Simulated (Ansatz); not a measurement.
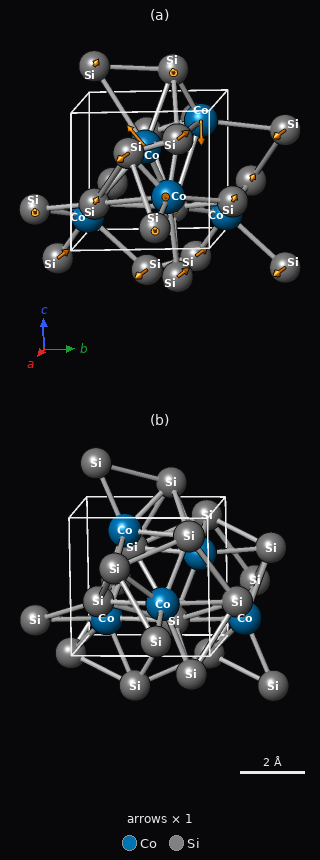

The structure of solid CoSi (set up in P1) before (top) and after (bottom) a relaxation, at one scale. The orange arrows give the displacements (the part carried along by the change of the cell is left out), at their true length.

Style: ball-and-stick. Shown: the cell of the calculation, from a free direction.

Case: all atoms moved at random, sigma 0.4 Å for each component, cell strained at random, sigma 0.01; relaxed back.

Theory: Ansatz 0.2.0, DFT PBE, scalar-relativistic, plane waves, PAW. Settings: plane-wave cutoff 420 eV; k-point mesh 8 × 8 × 8; occupations gaussian; smearing width 0.15 eV; no spin polarisation; cell and atoms relaxed; force threshold 0.01 eV/Å; at most 80 steps.

Describe what moved and what it gained.

Answer. The atom that moves furthest relative to the cell is a Co atom (0.93 Å along [0 −1 1]). By element the largest moves are Co 0.93 Å, Si 0.63 Å. Cell: a 4.384 → 4.431 Å (+1.1 %), b 4.423 → 4.431 Å (+0.2 %), c 4.415 → 4.431 Å (+0.4 %), α 88.0° → 90.0°, γ 90.5° → 90.0°. Volume +1.7 %. Near-neighbour distances that change, for instance: Co–Si 2.396 → 3.626 Å, Co–Co 1.644 → 2.725 Å, Si–Si 1.672 → 2.743 Å, Co–Si 3.433 → 2.432 Å. New bonds form, among them: Co–Si (3.13 → 2.32 Å). Bonds break, among them: Co–Co (1.64 → 2.72 Å), Co–Co (1.87 → 2.72 Å), Co–Si (2.40 → 3.63 Å). Among the angles between lasting bonds that change: Si–Co–Si 113.0° → 68.6°, Si–Co–Si 68.1° → 111.1°, Si–Co–Si 111.6° → 139.4°. The space group (tolerance 0.01 Å) goes from P1 (No. 1) to P2_13 (No. 198). The energy falls by 29.605 eV per cell of the calculation in 9 accepted moves (11 points after the start). Largest force component: 27 eV/Å at the start, 0.00028 eV/Å at the end. Pressure: 142.15 GPa at the start and 0.00 GPa at the end. The SCF was repeated twice at an unchanged geometry on a basis and grid sized afresh for the cell, which shifted the energy by 1.4 meV per cell of the calculation at most. The run took 12 min on 2 threads of Intel(R) Xeon(R) Platinum 8375C CPU @ 2.90GHz (Ice Lake), with other jobs on the host, peak memory 1.1 GiB.

Limits of the set-up: an element that often carries a moment was run without spin polarisation.
